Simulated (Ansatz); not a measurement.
## ZrS2: geometry relaxation

ZrS2 (P-3m1, 3 atoms in the cell), computed with DFT PBE, scalar-relativistic, plane waves, PAW, no spin polarisation (Ansatz 0.2.0).

The structure derives from an entry of the Crystallography Open Database. Figures and captions count atoms from 1; the log counts them from 0 in places.

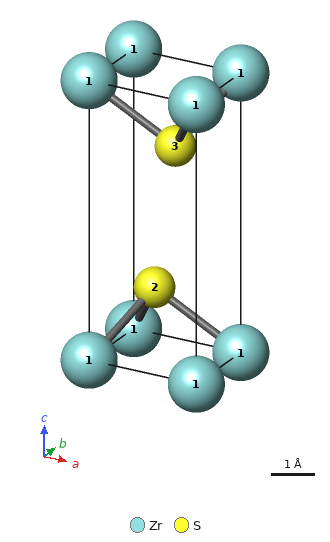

The starting structure (ball-and-stick view of the cell of the calculation, seen slightly off an axis; atoms are numbered from 1 in the order of the input). An atom can appear more than once, as a periodic image. Near neighbours in the periodic cell (some may lie outside the picture): Zr has 6 S at 2.57 Å; S has 3 Zr at 2.57 Å.

### Results in brief

| quantity | value |
| --- | --- |
| outcome | converged |
| space group (tolerance 0.01 Å) | P-3m1 (164) |
| electrons treated | 24 |
| free energy | −5992.6537 eV |
| Fermi energy | 5.575 eV |
| gap on the k-point mesh | 1.14 eV |
| pressure | 0.00 GPa |
| final volume | 79.51 Å³ |
| largest force (length of the vector) at the end | 0.001 eV/Å |
| final cell | a = 3.685 Å, b = 3.685 Å, c = 6.759 Å, α = 90.00°, β = 90.00°, γ = 120.00° |
| hardware | 1 thread of Arm Neoverse V2, 24 GiB of memory available, shared host |
| wall time | 8.7 s |
| peak memory | 0.38 GiB |

### The input
```yaml
crystal:
  lattice:
    - [3.6853775078, 0.0, 0.0]
    - [-1.8426887539, 3.1916305443, 0.0]
    - [0.0, 0.0, 6.7594764489]
  atoms:
    - { symbol: Zr, position: [0.0, 0.0, 0.0] }
    - { symbol: S, position: [0.3333333333, 0.6666666667, 0.2142512804] }
    - { symbol: S, position: [0.6666666667, 0.3333333333, 0.7857487196] }
basis:
  ecutwfc: 420
kpoints:
  mp_grid: { grid: [12, 12, 4] }
hamiltonian:
  xc: pbe
scf:
  occupations: { method: gaussian, width: 0.02 }
output:
  forces: true
  stress: true
  eigenvalues: true
relax:
  adjacent_minimum: "off"
  f_tol: 0.005
  max_steps: 80
  cell: { stress_tol: 0.05 }
```

Launch command:
```bash
ansatz run input.yaml --threads 1 --pin off --max-ram 2560MiB --backend cpu --events-out ev --progress --plain --runs-dir out
```

### Output
```
Engine: ansatz 0.2.0, aarch64-unknown-linux-gnu
Pseudopotentials: kind: paw
Pseudopotential: Zr, paw, valence charge 12, recommended cutoff 420 eV (normal), Zr.paw.azcp
Pseudopotential: S, paw, valence charge 6, recommended cutoff 420 eV (normal), S.paw.azcp
Functional definition: PBE
  parameter kappa = 0.804
  parameter beta = 0.06672455060314922
  exchange = pbe_x(kappa = kappa, mu = beta*pi^2/3)
  correlation = pbe_c(beta = beta)
Crystal: 3 atoms, lattice volume = 79.507 Å³
Basis set: ecut = 420 eV, 1547 PW (Γ), exchange–correlation on 50×50×96 points (8 copies of the dense FFT grid, shifted against one another)
Bands: 16, of which v1, the nominal top of the filled ones, is band 12 counted from 1 (11 counted from 0)
Symmetry: 12 space group operations
Space group: P-3m1 (ITA 164), of the structure as read, at distance tolerance 4.3e-5 Å
k-points: 69 of 576
Non-local potential: Zr, projectors of the file, l = 0: 3, l = 1: 2, l = 2: 2, l = 3: 2
Non-local potential: S, projectors of the file, l = 0: 2, l = 1: 2, l = 2: 2
PAW form: soft (Blöchl's): semilocal exchange-correlation on the pseudo side does not see the compensation charge
PAW one-centre angular grid: Zr, 590 points (default); XC on 64 Gauss nodes
PAW one-centre angular grid: S, 110 points (default); XC on 64 Gauss nodes
Initial density: superposition of atomic densities (neutral atoms: chi_scale 0, normalization atom), corrected by the library's trained network
Initial wavefunctions: pseudopotential atomic-orbital guess
Functional: x = pbe(κ = 0.804, μ = 0.2195149727645171), c = pbe(β = 0.06672455060314922)
SCF iter   1: F=—  HF=-5992.654072 eV  |F-HF|=—  |Δ(HF+E_count)|=         —  Δρ=1.24e-3  dr2=1.11e-3  ethr=1.77e-3  ⟨swp⟩=6.1  Hψ=6408  notcnv=0
preconditioner: auto → Resta (q_TF=auto, 2.235 Å⁻¹)  ε∞=5.7  [insulator: Δε(μ)=1.133 eV  Ē_g=7.694 eV  σ=0.020 eV  W_gap=1.00  n_scr=22 (ndim 8)  ℏωp=16.7 eV  f_vac=0.149  D(μ)=0.00/eV (n_scr^D=0)  ε∞_Penn≈5.7]
SCF iter   2: F=—  HF=-5992.653467 eV  |F-HF|=—  |Δ(HF+E_count)|=   6.05e-4  Δρ=6.90e-4  dr2=2.65e-4  ethr=4.64e-6  ⟨swp⟩=2.2  Hψ=2374  notcnv=0
SCF iter   3: F=—  HF=-5992.653689 eV  |F-HF|=—  |Δ(HF+E_count)|=   2.22e-4  Δρ=1.88e-4  dr2=9.89e-5  ethr=1.11e-6  ⟨swp⟩=2.1  Hψ=1621  notcnv=0
SCF iter   4: F=—  HF=-5992.653674 eV  |F-HF|=—  |Δ(HF+E_count)|=   1.57e-5  Δρ=5.95e-5  dr2=1.02e-5  ethr=4.12e-7  ⟨swp⟩=2.3  Hψ=1399  notcnv=0
SCF iter   5: F=—  HF=-5992.653681 eV  |F-HF|=—  |Δ(HF+E_count)|=   7.36e-6  Δρ=2.67e-5  dr2=9.09e-7  ethr=4.23e-8  ⟨swp⟩=2.0  Hψ=1520  notcnv=0
SCF iter   6: F=-5992.653682 eV  HF=-5992.653682 eV  |F-HF|=1.72e-8  |Δ(HF+E_count)|=   1.30e-6  Δρ=7.97e-6  dr2=9.29e-8  ethr=4.17e-10  ⟨swp⟩=3.9  Hψ=4657  notcnv=0
SCF 1 converged in 6 iterations: F = -5992.653682 eV  dr2 = 9.29e-8
  greatest PAW one-centre occupation: 0.995 electrons in one spin orbital (limit 2), on the Zr atom at site 0 (counted from 0), in its partial waves of l = 0
relax step   1: F+E_penalty+E_count = -5992.65368216 eV  Δ(F+E_penalty+E_count) = +0.000e0 eV  max|allowed force component| = 9.100e-4 eV/Å  Δτ_max = 0.0000 Å  P = +0.000 GPa  Ω = 79.507 Å³  (6 SCF iters, dr2 threshold 1.00e-7 eV, accepted)
Initial density: handed on by an earlier stage of this run
Initial wavefunctions: pseudopotential atomic-orbital guess (no wavefunctions were taken with the density)
iter 1 solved again at ethr=1.08e-7 eV; its pass at ethr=3.10e-3 eV (dr2=2.59e-5 eV) is discarded
SCF iter   1: F=—  HF=-5992.653705 eV  |F-HF|=—  |Δ(HF+E_count)|=         —  Δρ=7.95e-6  dr2=9.11e-8  ethr=1.08e-7  ⟨swp⟩=3.1  Hψ=9640  notcnv=0
preconditioner: auto → Resta (q_TF=auto, 2.235 Å⁻¹)  ε∞=5.7  [insulator: Δε(μ)=1.136 eV  Ē_g=7.692 eV  σ=0.020 eV  W_gap=1.00  n_scr=22 (ndim 8)  ℏωp=16.7 eV  f_vac=0.148  D(μ)=0.00/eV (n_scr^D=0)  ε∞_Penn≈5.7]
SCF iter   2: F=—  HF=-5992.653682 eV  |F-HF|=—  |Δ(HF+E_count)|=   2.24e-5  Δρ=4.38e-6  dr2=2.03e-8  ethr=3.80e-10  ⟨swp⟩=2.0  Hψ=1582  notcnv=0
SCF iter   3: F=—  HF=-5992.653682 eV  |F-HF|=—  |Δ(HF+E_count)|=   1.29e-8  Δρ=1.89e-6  dr2=4.92e-9  ethr=8.46e-11  ⟨swp⟩=2.1  Hψ=1556  notcnv=0
SCF iter   4: F=—  HF=-5992.653682 eV  |F-HF|=—  |Δ(HF+E_count)|=   4.50e-9  Δρ=5.56e-7  dr2=7.00e-10  ethr=2.05e-11  ⟨swp⟩=2.1  Hψ=1522  notcnv=0
SCF iter   5: F=-5992.653682 eV  HF=-5992.653682 eV  |F-HF|=2.91e-11  |Δ(HF+E_count)|=  7.00e-10  Δρ=1.32e-7  dr2=2.65e-11  ethr=1.00e-12  ⟨swp⟩=5.3  Hψ=5839  notcnv=0
SCF 2 converged in 5 iterations: F = -5992.653682 eV  dr2 = 2.65e-11
relax step   2: F+E_penalty+E_count = -5992.65368220 eV  Δ(F+E_penalty+E_count) = -4.386e-8 eV  max|allowed force component| = 9.691e-4 eV/Å  Δτ_max = 0.0000 Å  P = +0.001 GPa  Ω = 79.507 Å³  stress off target by 9.61e-3 GPa  SCF on the basis re-selected at this cell (its energy is not comparable with the rows above)  (5 SCF iters)
```

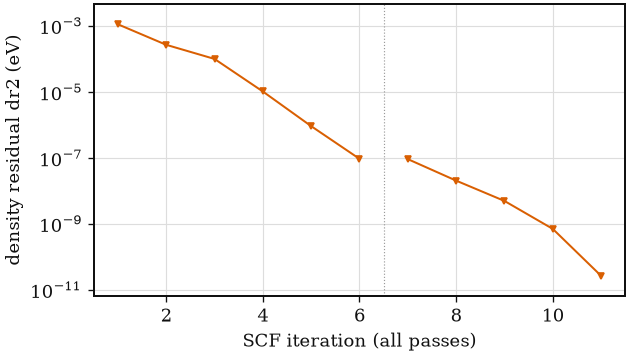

Convergence of the self-consistent field: density residual dr2 against the SCF iteration. The dotted lines part the SCF passes of the relaxation: geometry steps, rejected trials and re-solves on a re-selected basis. The passes take 6 and 5 iterations.

```
basis re-selected at this cell: Δ(F+E_penalty+E_count) = -4.386e-8 eV, ΔP = +0.001 GPa vs the last step (what re-selecting the basis moved, of the pressure what is left beyond the Pulay correction that the steps carried, after the strain that the cell walked since its last selection, with what the two solves' SCF thresholds leave and, on support functions, any second-order correction that the steps lacked; it is no measure of the basis error at this ecutwfc). This SCF's stress stands 9.61e-3 GPa from its target on what of the cell is left free (relax.cell.stress_tol is 5.00e-2 GPa) and its largest allowed force component is 9.69e-4 eV/Å (relax.f_tol is 5.00e-3 eV/Å): within both
SCF converged after 5 iterations
Free energy (F): -5992.653682 eV
Harris-Foulkes:  -5992.653682 eV  (|F-HF|=2.91e-11)
Internal energy: -5992.653682 eV  (E = F + TS)
E sigma→0 (E₀):  -5992.653682 eV
Fermi energy:    5.575359 eV
--- Per-component energies (eV) ---
  E_band       = -210.542376
  E_kinetic    = 545.621721
  E_local      = -1710.817191  (includes V_loc(G=0)·N_el)
  E_nonlocal   = 134.501502
  E_hartree    = 637.830430
  E_xc         = -356.450389
  E_vxc        = -366.367797  (∫ρ·V_xc dr)
  E_paw        = -4153.775185  (= ΣΔE_a)
  E_vpaw       = -89.141632  (= ΣTr[D̂ρ^β])
  E_aug_tail   = 0.000027  (compensation charges beyond the density's cutoff)
  E_ewald      = -1089.564597
  E_smearing   = -0.000000  (= −TS)
  E_closure    = -0.000000  (closes the sum)
  Σ components = -5992.653682   (vs F -5992.653682, Δ=0.00e0)
--- Forces (eV/Å), atoms counted from 1 ---
  atom   1  Zr     0.00000000     0.00000000     0.00000000
  atom   2  S     -0.00000000    -0.00000000     0.00096911
  atom   3  S      0.00000000     0.00000000    -0.00096911
  max |Σ_I F_I| component: 2.10e-30 eV/Å
--- Stress (GPa, compression-positive) ---
       -0.003599       0.000000       0.000000
        0.000000      -0.003599       0.000000
        0.000000       0.000000       0.009614
  P = ⅓ Tr σ = 0.0008 GPa (0.008 kbar)
--- Band table (eV; the first three rows and the last of 69) ---
  k-point 0: bands = ["-43.8840", "-21.9376", "-21.7918", "-21.7918", "-7.3699", "-6.1647", "1.1686", "2.3965", "2.3965", "4.6094", "5.0073", "5.0073", "6.6944", "6.6944", "7.5111", "10.1867"]
  k-point 1: bands = ["-43.8840", "-21.9376", "-21.7918", "-21.7918", "-7.3468", "-6.2023", "1.3340", "2.3993", "2.3993", "4.2298", "4.9964", "4.9964", "6.6915", "6.6915", "7.6678", "10.2260"]
  k-point 2: bands = ["-43.8840", "-21.9376", "-21.7918", "-21.7918", "-7.3223", "-6.2412", "1.5331", "2.4020", "2.4020", "3.8533", "4.9856", "4.9856", "6.6886", "6.6886", "7.7803", "10.2661"]
  k-point 68: bands = ["-43.8640", "-21.9619", "-21.9619", "-21.8763", "-6.2071", "-6.2071", "1.8140", "1.8140", "1.9996", "3.2806", "3.2806", "3.4204", "7.4031", "8.0997", "8.0997", "10.4442"]
--- Relaxed structure (1 steps of the walk, 1 accepted, 1 SCFs on fresh bases) ---
  F+E_penalty+E_count = -5992.65368220 eV   max|allowed force component| = 9.691e-4 eV/Å   (the final SCF, on the basis selected at the relaxed cell)
  cell:  # Å, volume = 79.5074 Å³
    - [3.685377507805437, 0.0, 0.0]
    - [-1.8426887539027186, 3.191630544295292, 0.0]
    - [0.0, 0.0, 6.7594764489]
  atoms:
    - { symbol: Zr, position: [0.0, 0.0, 0.0] }
    - { symbol: S, position: [0.33333333333333337, 0.6666666666666667, 0.21425128039999997] }
    - { symbol: S, position: [0.6666666666666665, 0.33333333333333337, 0.7857487195999999] }
```

### Trajectory as extended XYZ (Å, eV, eV/Å), 2 frames, from step=1 to step=2
```
3
Lattice="3.6854 0.0000 0.0000 -1.8427 3.1916 0.0000 0.0000 0.0000 6.7595" Properties=species:S:1:pos:R:3:forces:R:3 step=1 energy=-5992.65368 pressure_GPa=0.00
Zr    0.0000    0.0000    0.0000    0.0000   0.0000   0.0000
S     0.0000    2.1278    1.4482    0.0000   0.0000   0.0009
S     1.8427    1.0639    5.3113    0.0000   0.0000  -0.0009
3
Lattice="3.6854 0.0000 0.0000 -1.8427 3.1916 0.0000 0.0000 0.0000 6.7595" Properties=species:S:1:pos:R:3:forces:R:3 step=2 energy=-5992.65368 pressure_GPa=0.00
Zr    0.0000    0.0000    0.0000    0.0000   0.0000   0.0000
S     0.0000    2.1278    1.4482    0.0000   0.0000   0.0010
S     1.8427    1.0639    5.3113    0.0000   0.0000  -0.0010
```

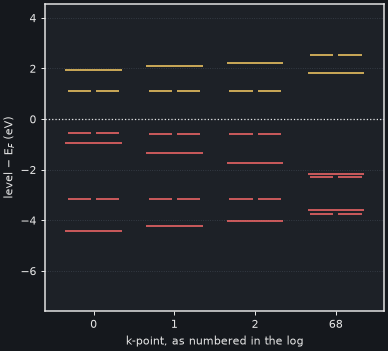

Kohn–Sham levels near the Fermi level (dotted) at the few k-points that the log prints; levels within 0.02 eV of each other stand side by side. Among these points the highest filled and lowest empty levels are 1.68 eV apart; the gap on the full mesh, 1.14 eV, has an edge at a point that isn't printed.
